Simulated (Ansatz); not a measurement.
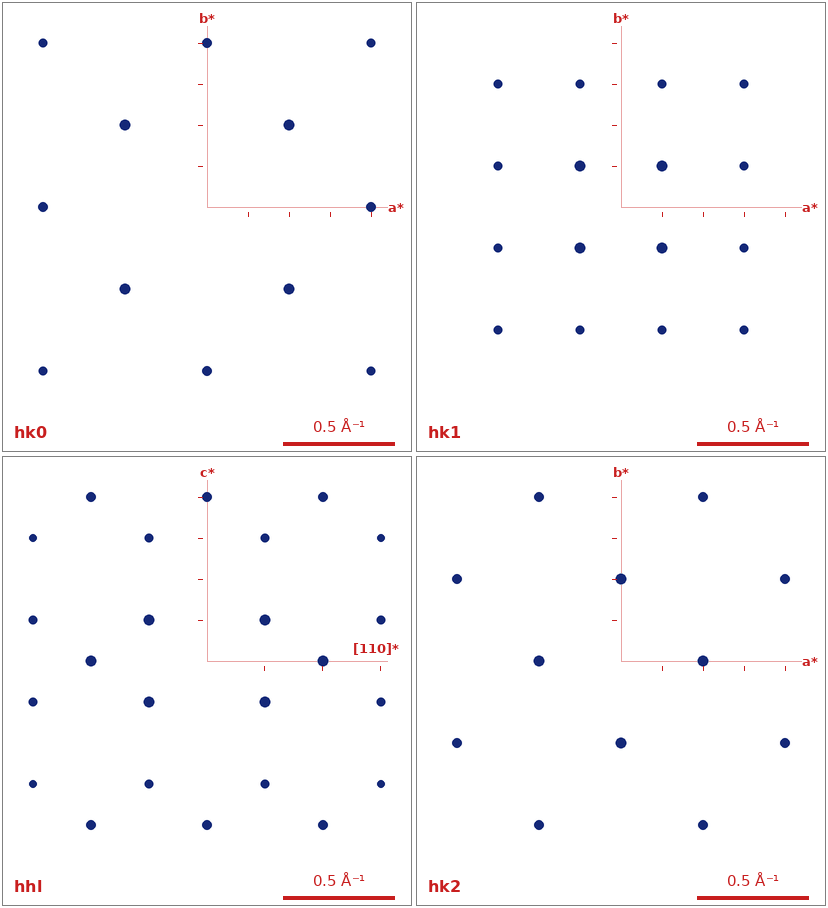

Four undistorted layers of reciprocal space, calculated for a single crystal (X-rays, kinematic |F|², B = 0.5 Å²). Tick marks count the reciprocal lattice steps of the conventional cell along each axis.

Read the reciprocal cell and give the direct cell.

Answer. a* = 0.185, b* = 0.185, c* = 0.185 Å⁻¹; the cell is cubic with a = 5.40 Å.

Which reflection conditions do the layers show?

Answer. Reflections are present only under these conditions. hkl: h + k = 2n, h + l = 2n; hk0: h = 2n, h + k = 4n; hhl: h + l = 2n; h00: h = 4n. The lattice is face-centred (F). Further gaps, such as 2 2 2, 4 4 2, come from atoms on special positions, not from the group's general conditions.

Which space groups fit?

Answer. The intensities have Laue symmetry m-3m (the hk0 layer shows 4mm, hk1 shows 4mm). With these conditions only Fd-3m (No. 227) fits. The compound is Si. Structure: the input geometry of an electronic-structure calculation (not necessarily at equilibrium).
